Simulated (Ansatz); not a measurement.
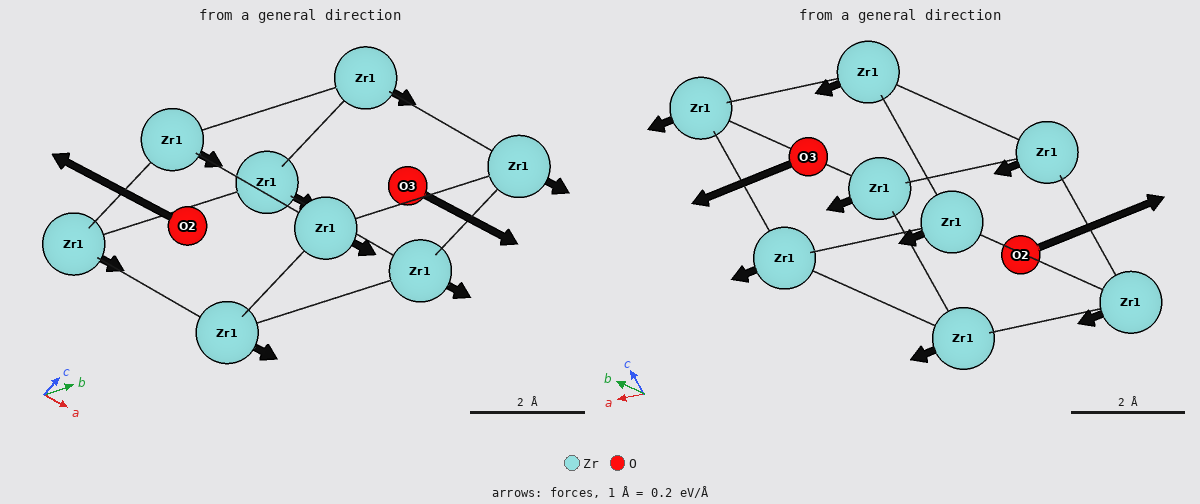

An orthographic spheres-only view of the structure, from two general directions. The simulation cell is outlined; an atom on or near a face, edge or corner is repeated at each equivalent position. The arrows are the computed forces on the atoms.

System: ZrO₂. Level of theory: DFT PBE, scalar-relativistic, plane waves, PAW in Ansatz. Settings were a 420 eV plane-wave basis, a 12×12×12 sampling of the Brillouin zone, Gaussian smearing of 0.05 eV, no spin polarisation.

### Could this be the end point of a relaxation?

No. The atoms still feel forces of up to about 0.5 eV/Å, far above a usual threshold of 0.01 to 0.03 eV/Å.

### Which atom has the biggest force on it?

O2, about 0.5 eV/Å.

### On average, how strongly is each element pushed?

Mean magnitudes: about Zr 0.11 eV/Å, O 0.44 eV/Å.

Provenance: a structure type known for this compound. The cell was then strained or its atoms displaced on purpose. Ansatz was used for an electronic-structure calculation on it.
